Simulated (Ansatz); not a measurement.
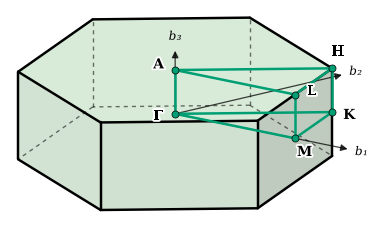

Crystal: C, the end point of a relaxation at a target pressure of 10 GPa with DFT PBE, scalar-relativistic, plane waves, PAW in Ansatz 0.2.0. The first Brillouin zone and its special points. Geometry calculated from the standardised cell; symmetry tolerance 0.002 Å.

Space group P6_3/mmc, No. 194; a = 2.447 Å, b = 2.447 Å, c = 6.096 Å, α = 90.00°, β = 90.00°, γ = 120.00°.

Labels and path follow the convention of Hinuma et al. (2017), as computed by seekpath; the arrows show the directions of the reciprocal primitive vectors b₁, b₂, b₃, in which coordinates are given; lengths include the factor 2π.

List the special points with their coordinates and distances from Γ.

Answer.
```tsv
point	k₁	k₂	k₃	length of k (1/Å)
Γ	0	0	0	0.000
A	0	0	1/2	0.515
K	1/3	1/3	0	1.712
H	1/3	1/3	1/2	1.787
M	1/2	0	0	1.482
L	1/2	0	1/2	1.569
```

What is the zone's volume?

Answer. (2π)³ over the primitive cell's volume of 31.62 Å³: 7.84 Å⁻³.
